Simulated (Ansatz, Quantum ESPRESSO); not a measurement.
# Where does added charge sit? 12 metal surfaces against an electrode

A charged slab and an electrode form a capacitor. How far does its effective gap ε₀/C fall short of the distance from the top atoms?

Set-up. Quantum ESPRESSO 7.5, ESM with bc3: vacuum below, a metal electrode at the cell's upper end. Ions are fixed where Ansatz 0.2.0 (PAW) or pw.x relaxed them, under PBE, with D3(BJ) for stacks. Runs without a † are unpolarised. C comes from the runs at the smallest and the largest positive charge, about 1.5 and 6×10¹³ e per cm² of the starting cell (electrons removed).

The runs side by side:

| system | level | top atoms to electrode (Å) | C (µF/cm²) | ε₀/C (Å) | shortfall (Å) | shift of the far face's level (eV) |
| --- | --- | --- | --- | --- | --- | --- |
| Na(110), 5 layers | PBE, GBRV ultrasoft | 6.07 | 2.09 | 4.24 | 1.83 | −0.02 |
| V(100), 5 layers | PBE, GBRV ultrasoft | 5.12 | 2.68 | 3.30 | 1.81 | 0.00 |
| Li(110), 5 layers | PBE, GBRV ultrasoft | 5.11 | 2.68 | 3.31 | 1.80 | −0.03 |
| Cr(110), 5 layers | PBEsol, GBRV ultrasoft | 6.08 | 2.07 | 4.28 | 1.80 | −0.01 |
| Re(0001), 4 layers | PBE, GBRV ultrasoft | 7.01 | 1.70 | 5.22 | 1.80 | 0.00 |
| Mg(0001), 4 layers | PBE, GBRV ultrasoft | 5.98 | 2.09 | 4.24 | 1.74 | 0.00 |
| Mg(0001), 4 layers | PBE, GBRV ultrasoft | 5.98 | 2.09 | 4.24 | 1.74 | −0.01 |
| Cr(100), 5 layers † | PBE, GBRV ultrasoft | 5.03 | 2.68 | 3.30 | 1.73 | −0.01 |
| Ru(0001), 4 layers | LDA, GBRV ultrasoft | 5.02 | 2.65 | 3.34 | 1.68 | 0.00 |
| K(100), 5 layers | PBEsol, GBRV ultrasoft | 5.99 | 2.05 | 4.31 | 1.68 | +0.01 |
| Na(110), 4 layers + Li on longbridge | PBE, GBRV ultrasoft | 5.83 | 2.12 | 4.18 | 1.66 | −0.01 |
| Os(0001), 4 layers | PBEsol, GBRV ultrasoft | 7.02 | 1.65 | 5.37 | 1.65 | +0.01 |

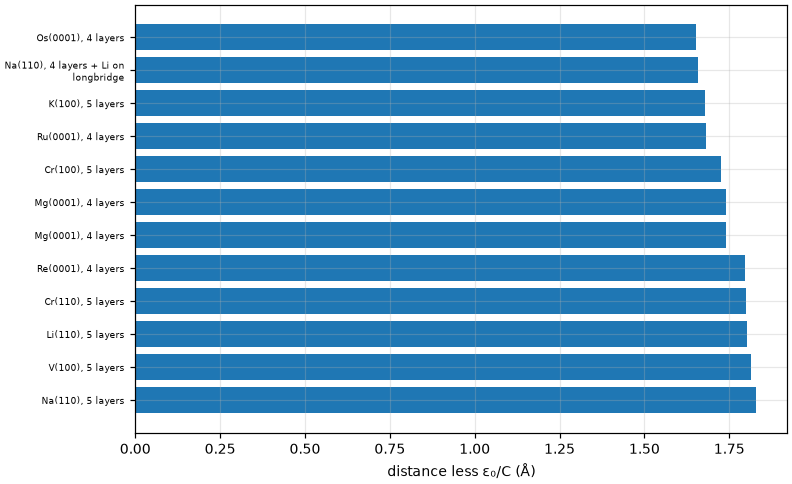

Shortfall of the effective gap.

**Reading.** The shortfall runs from 1.83 Å (Na(110), 5 layers) to 1.65 Å (Os(0001), 4 layers). On 12 of 12 the far face's level moves by under 0.08 eV: these screen like a metal, and the shortfall is the height of the image plane over the top atoms. By hand, for the first row: C = (0.0759 − 0.0190) e / (12.652 Å² × 3.449 V) × 1602 = 2.09 µF/cm², and 8.854/2.09 = 4.24 Å.

What the numbers leave out: C was taken on the side of removed electrons; at zero charge the shortfall can differ. Slabs are four or five layers thick. Rows were grouped by the size of the shortfall, and levels differ between them. Of 226 systems run, those whose charged runs converged are listed in this or a sister table.
